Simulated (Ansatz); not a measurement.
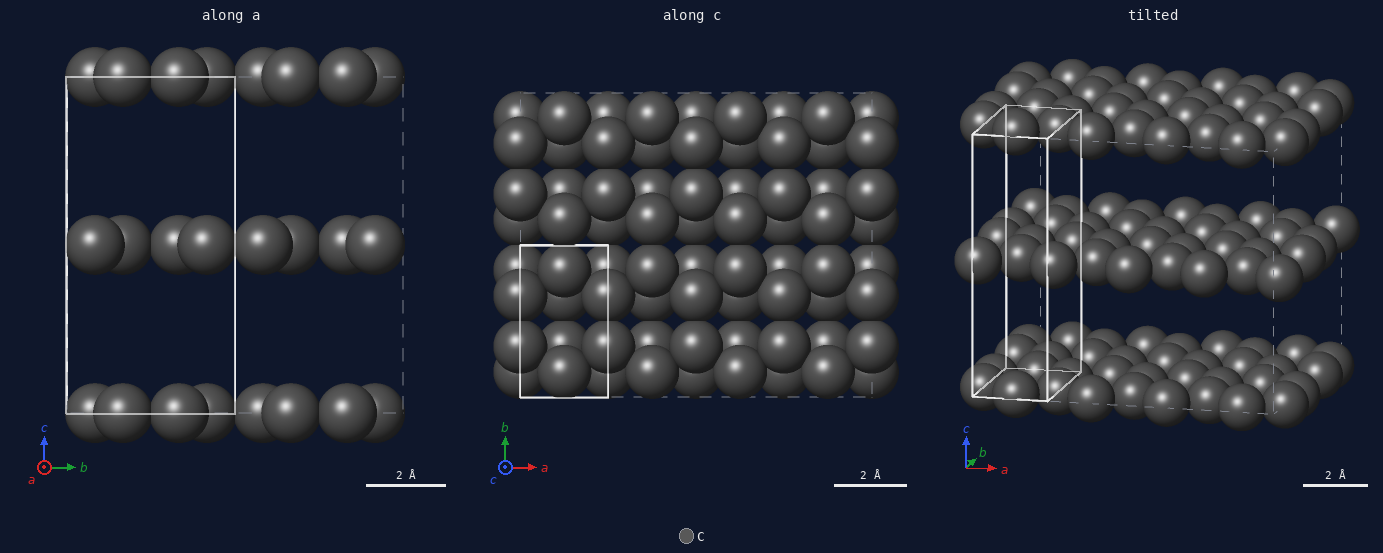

A space-filling rendering, viewed along the a axis, along the c axis and slightly off an axis. Shown are 4×2×1 repeats of the drawn cell (a repeat of the simulation cell), one of them outlined in solid lines. Cell: a = 2.467 Å, b = 4.272 Å, c = 8.540 Å, α = 90.00°, β = 90.00°, γ = 90.00°.

Give a description of the structure.

The element is carbon. Within 0.01 Å the space group is Fmmm (No. 69), face-centred orthorhombic. The cell holds eight atoms. C is linked to three C in a trigonal planar arrangement at about 1.4 Å.

The structure was taken from a structure listed in the Materials Project. This is the structure after a relaxation with Ansatz, DFT PBE, scalar-relativistic, plane waves, PAW.
